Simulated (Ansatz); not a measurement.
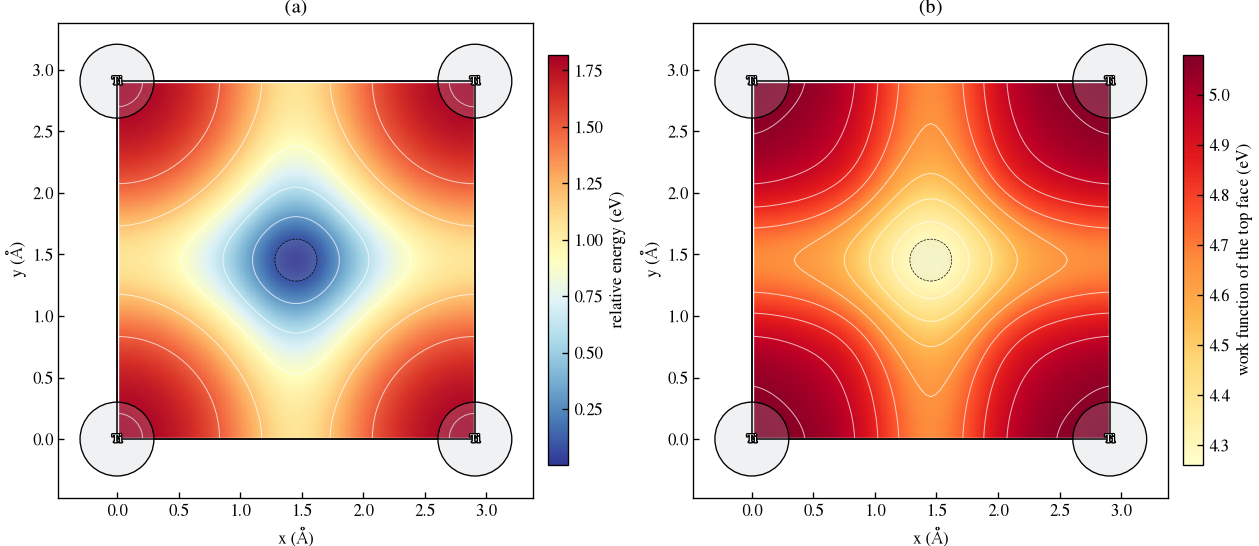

S on a Ti(100) slab cut from the Fm-3m phase, its upper half relaxed before the scan (12 atoms of substrate and one adsorbate in a 2 × 2 cell). S is moved over the surface cell; relaxed at each place: the height of the adsorbate's atoms; substrate rigid; the origin of the map has the adsorbate above Ti9. Places are given modulo a cell vector. The map is drawn in real space over the plane of the surface. The scan uses a 6 × 6 grid; 10 points were computed and 26 follow by symmetry. Places are given in fractions of the 1 × 1 surface cell. Energies: eV, counted from the lowest grid point. The calculation used Ansatz 0.2.0, DFT PBE, scalar-relativistic, plane waves, PAW. Settings: cutoff 420 eV, k-mesh 5×5×1, gaussian smearing 0.1 eV, no spin polarisation.

Panel (a) is the energy and panel (b) the computed work function of the top face on the same grid.

Drawn: a smooth colour map with a few white contour lines, labelled circles for the atoms of the top layer and small ones for the second layer, the outline of one cell of the plane. Between grid points the surface is interpolated.

Q: How does the work function of the top face vary over the map, and what is it at the lowest grid point?

A: It runs from 4.26 eV at a fourfold hollow over a second-layer Ti atom, (3/6, 3/6) of the cell vectors to 5.08 eV at the top site over a surface Ti atom, (0/6, 0/6) of the cell vectors. At the lowest grid point, a fourfold hollow over a second-layer Ti atom, (3/6, 3/6) of the cell vectors, it is 4.26 eV.

PAW datasets: the set soft_1.
